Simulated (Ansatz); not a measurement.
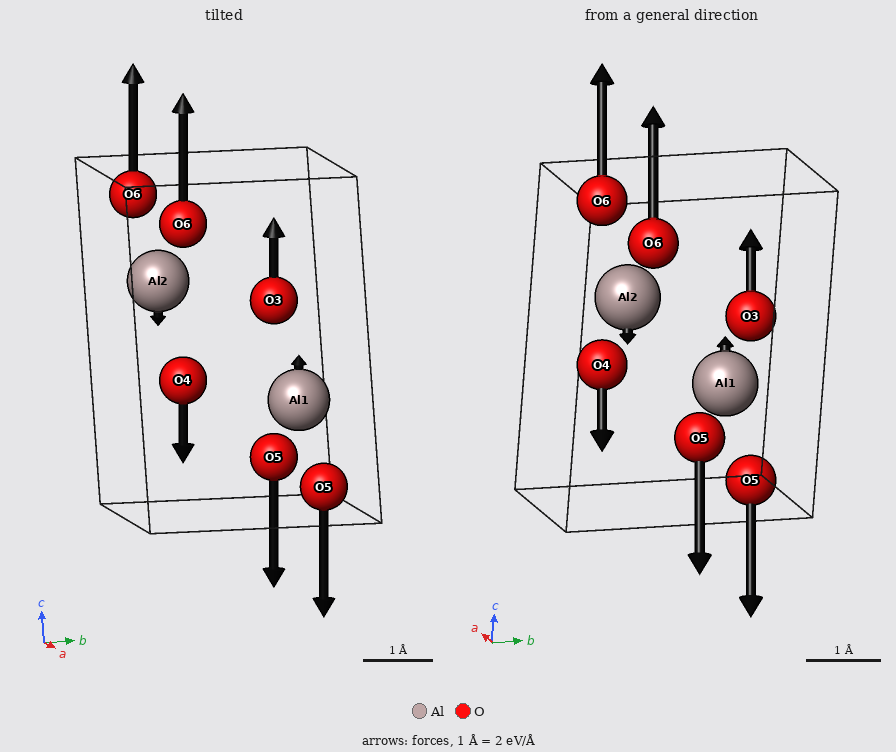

The crystal in a spheres-only representation, seen slightly off an axis and from a general direction. Thin lines show the cell (the run's own, in a reduced setting), with boundary atoms drawn in all their periodic places. The arrows are the computed forces on the atoms.

System: AlO2. All computed values are from Ansatz 0.2.0, DFT PBE+D3(BJ), scalar-relativistic, plane waves, PAW. Settings: 420 eV cutoff, k-points about 0.15 Å⁻¹ apart, Gaussian smearing of 0.15 eV, collinear spins.

**Are the atoms in equilibrium?**

No. The atoms still feel forces of up to about 3.2 eV/Å, far above a usual threshold of 0.01 to 0.03 eV/Å.

**Where is the maximum force, and how large is it?**

O5 and O6, about 3.2 eV/Å.

The model was built from a structure listed in the Materials Project. The cell was then strained or its atoms displaced on purpose. An electronic-structure calculation with Ansatz was run on it.
